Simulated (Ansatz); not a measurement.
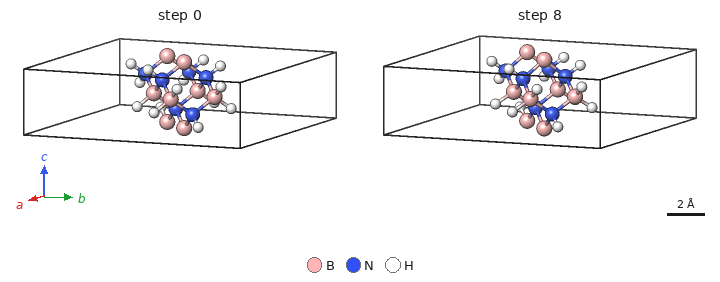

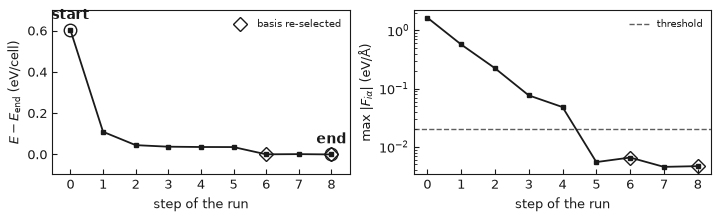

First and last geometry of a relaxation of a wire of composition B3H7N3, with the history of the run. The picture is a ball-and-stick view of the cell of the calculation, with the vacuum cut short, seen slightly off an axis.

Case: wire along [0 0 1], 12 atoms a period, capped with H.

These are results of Ansatz, DFT PBE, scalar-relativistic, plane waves, PAW, not measurements.

Input file:
```yaml
crystal:
  lattice:
    - [14.8, 0.0, 0.0]
    - [0.0, 15.1, 0.0]
    - [0.0, 0.0, 3.6246970245]
  atoms:
    - { symbol: B, position: [0.5272981321, 0.5267557851, 0.0] }
    - { symbol: "N", position: [0.5885261224, 0.5867673253, 0.25] }
    - { symbol: B, position: [0.5272981321, 0.4067327048, 0.5] }
    - { symbol: B, position: [0.5272981321, 0.6467788654, 0.5] }
    - { symbol: "N", position: [0.3436141613, 0.466744245, 0.75] }
    - { symbol: "N", position: [0.5885261224, 0.466744245, 0.75] }
    - { symbol: B, position: [0.4048421515, 0.5267557851, 0.5] }
    - { symbol: B, position: [0.6497541127, 0.5267557851, 0.5] }
    - { symbol: "N", position: [0.4660701418, 0.3467211647, 0.75] }
    - { symbol: "N", position: [0.4660701418, 0.5867673253, 0.75] }
    - { symbol: B, position: [0.4048421515, 0.4067327048, 0.0] }
    - { symbol: "N", position: [0.4660701418, 0.466744245, 0.25] }
    - { symbol: H, position: [0.6283164788, 0.6257671448, 0.0875320004] }
    - { symbol: H, position: [0.5737202146, 0.3612329154, 0.3104540005] }
    - { symbol: H, position: [0.5737202146, 0.6922786548, 0.6895459995] }
    - { symbol: H, position: [0.4808760497, 0.6922786548, 0.3104540005] }
    - { symbol: H, position: [0.3038238049, 0.5057440645, 0.9124679996] }
    - { symbol: H, position: [0.3038238049, 0.4277444255, 0.5875320004] }
    - { symbol: H, position: [0.6283164788, 0.4277444255, 0.9124679996] }
    - { symbol: H, position: [0.3584200691, 0.5722555745, 0.3104540005] }
    - { symbol: H, position: [0.6961761951, 0.5722555745, 0.6895459995] }
    - { symbol: H, position: [0.6961761951, 0.4812559957, 0.3104540005] }
    - { symbol: H, position: [0.5058604982, 0.3077213452, 0.9124679996] }
    - { symbol: H, position: [0.4262797854, 0.3077213452, 0.5875320004] }
    - { symbol: H, position: [0.4262797854, 0.6257671448, 0.9124679996] }
    - { symbol: H, position: [0.3584200691, 0.3612329154, 0.1895459995] }
basis:
  ecutwfc: 420
kpoints:
  mp_grid: { grid: [1, 1, 9] }
hamiltonian:
  xc: pbe
scf:
  occupations: { method: gaussian, width: 0.05 }
output:
  forces: true
  stress: true
  eigenvalues: true
  populations: true
  write_density: true
  write_potential: true
  elf: true
  volumetric_format: npy
relax:
  adjacent_minimum: "off"
  f_tol: 0.02
  max_steps: 45
  cell: { fix: [a, b, alpha, beta, gamma], stress_tol: 0.03 }
```

Run as
```bash
ansatz run input.yaml --threads 4 --pin off --max-ram 11264MiB --backend cpu --events-out ev --progress --plain --runs-dir out
```

Did the run converge, and what did it change?

Answer. It converged. Over 6 accepted moves (8 points after the start) the energy falls by 0.603 eV per cell of the calculation. Largest force component: 1.7 eV/Å at the start, 0.0047 eV/Å at the end. At 2 points the geometry stayed and the basis and grid were re-selected for the new cell (energy shift of 35.1 meV per cell of the calculation at most each time). The largest moves relative to the centre of the atoms, 0.14 Å, are those of H14 and H20. Largest moves by element: H 0.14 Å, N 0.07 Å, B 0.06 Å. Along the periodic axis the drawn cell goes c 3.625 → 3.776 Å (+4.2 %). Near-neighbour distances that change, for instance: B1–N12 1.570 → 1.644 Å, B3–N9 1.570 → 1.612 Å, B11–H26 1.190 → 1.232 Å, B3–H14 1.190 → 1.225 Å. Among the angles between lasting bonds that change: N6–B1–N10 109.5° → 103.4°, B8–N6–H19 109.5° → 103.9°, N12–B11–H26 109.5° → 114.1°.
